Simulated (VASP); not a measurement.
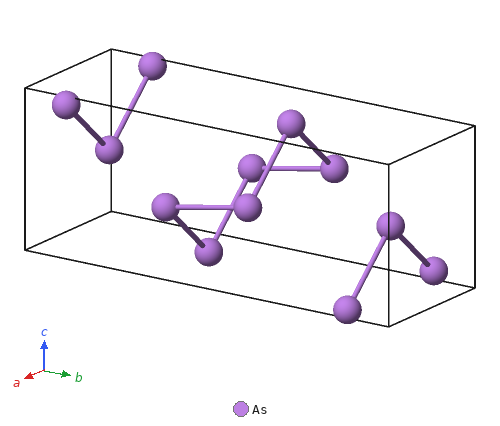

As, space group Cmce (No. 64), a = 3.740 Å, b = 10.775 Å, c = 4.171 Å, α = 90.00°, β = 90.00°, γ = 90.00°

```csv
site,Wyckoff,x,y,z
As,8f,0.0000,0.6131,0.5517
```

Source: coordinates from a relaxation with VASP Kohn-Sham DFT of a periodic cell, LDA, VASP PAW LDA potentials, recommended (VASP 6.6.1).

Compute the Voronoi cell of each site (no radii): faces and volume.

Answer.
```
site  faces above 1 % of the sphere  volume (Å³)  solid angle by neighbour (%)
  As                             11        21.01                        As 100
```

Weighted by multiplicity the volumes add up to the cell volume, 168.1 Å³.

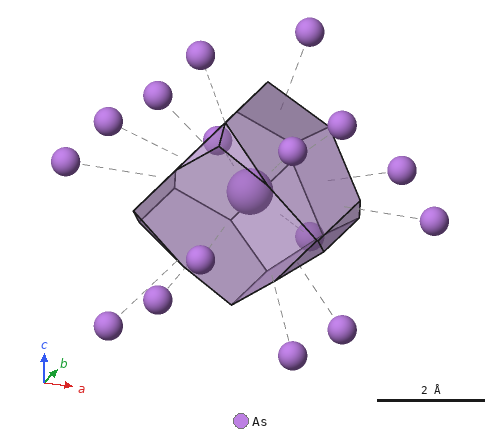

The computed Voronoi cell of As, with the neighbours that bound it.
